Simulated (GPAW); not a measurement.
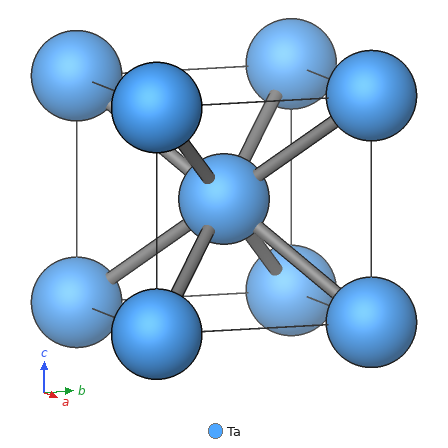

System: Ta, space group Im-3m (No. 229). The picture shows the conventional cell.

Starting cell:
```
CELL_PARAMETERS angstrom
-1.65128 1.65128 1.65128
1.65128 -1.65128 1.65128
1.65128 1.65128 -1.65128
ATOMIC_POSITIONS crystal
Ta 0.00000 0.00000 0.00000
```

Method: PAW DFT in plane waves, on a grid or in atomic orbitals, no spin polarisation; energies at scaled volumes of the given cell, shape and fractions fixed, counted from the fit's minimum, third-order Birch-Murnaghan fit (GPAW 26.7.0). Level: r2SCAN.

k mesh 11×11×11; occupations Fermi–Dirac; smearing width 0.05 eV; potentials GPAW PAW data sets (gpaw data 1.2.1); wave cutoff 600 eV; program settings basis pw.

Predict the energy and pressure against volume. The volume takes the values 16.93, 17.29, 17.65, 18.01, 18.37, 18.73, 19.09 Å³/atom.

A third-order Birch–Murnaghan fit gives V0 = 18.12 Å³/atom, B0 = 200 GPa and B′ = 3.6. The energy is 54.31 meV/atom at volume 16.93 Å³/atom and 29.76 meV/atom at 19.09 Å³/atom; the lowest computed point is at volume 18.01 Å³/atom (0.45 meV/atom), and no other minimum shows. The pressure falls from 15.38 GPa at volume 16.93 Å³/atom to −9.50 GPa at 19.09 Å³/atom, and changes sign near 18.13 Å³/atom.

| volume (Å³/atom) | energy (meV/atom) | pressure (GPa) |
| --- | --- | --- |
| 16.93 | 54.31 | 15.38 |
| 17.29 | 25.69 | 10.16 |
| 17.65 | 7.95 | 5.48 |
| 18.01 | 0.45 | 1.24 |
| 18.37 | 2.08 | −2.64 |
| 18.73 | 12.07 | −6.21 |
| 19.09 | 29.76 | −9.50 |

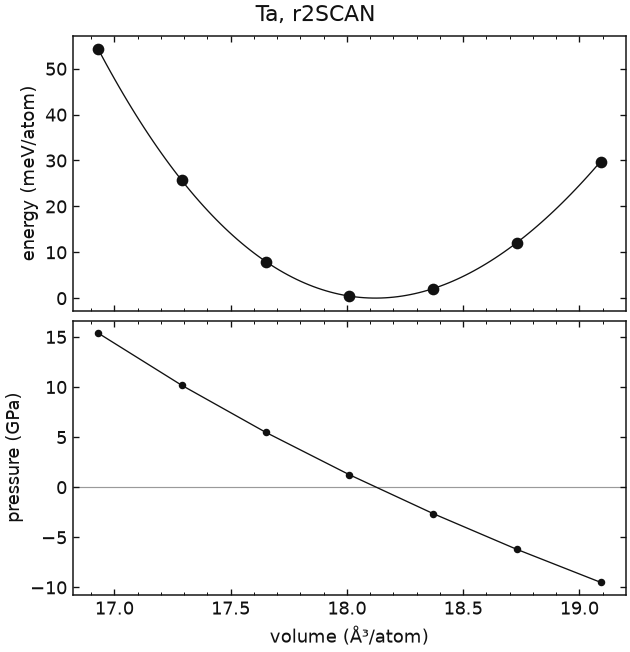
